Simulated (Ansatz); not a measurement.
The structure in question:

```xyz
3
Lattice="3.3910 0.0870 0.1506 -1.6202 2.8633 -0.0614 0.7563 0.0808 16.3504" Properties=species:S:1:pos:R:3 pbc="T T T"
W     2.1466    2.9860    8.2050
Se    0.4364    1.9884    9.8757
Se    0.4199    1.9724    6.4932
```

What crystal do these data define?

Answer. The compound is WSe$_{2}$. The cell has 3 atoms, namely 1 W, 2 Se. The polyhedra are WSe6 trigonal prisms; they share edges. Around each W lie six Se in a distorted trigonal prismatic arrangement at 2.46 to 2.64 Å. Se is linked to three W in a trigonal pyramidal arrangement at 2.46 to 2.64 Å. Not all metal-metal contacts are counted. The bonds build WSe2 layers parallel to (001).

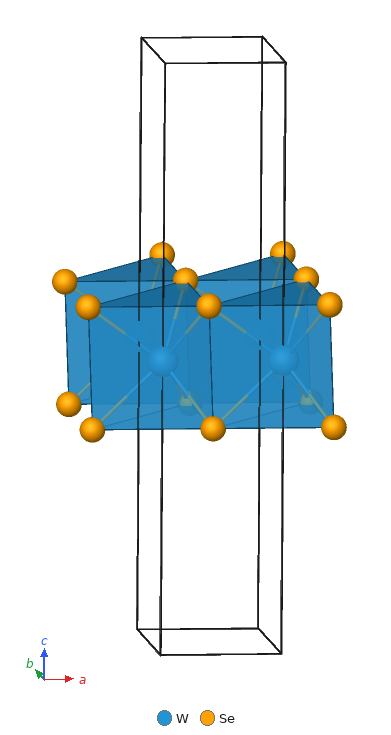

This polyhedral model is shown slightly off an axis. The lines enclose the simulation cell; boundary atoms appear with their images. A few atoms beyond the faces are included.

The model was built from a structure listed in the Materials Project. The cell was then strained or its atoms displaced on purpose. Ansatz was used for an electronic-structure calculation on it.

At this level of theory the run's own cell isn't at rest (forces up to 1.7 eV/Å), so its distances can differ from those at equilibrium, the more so the softer the solid.
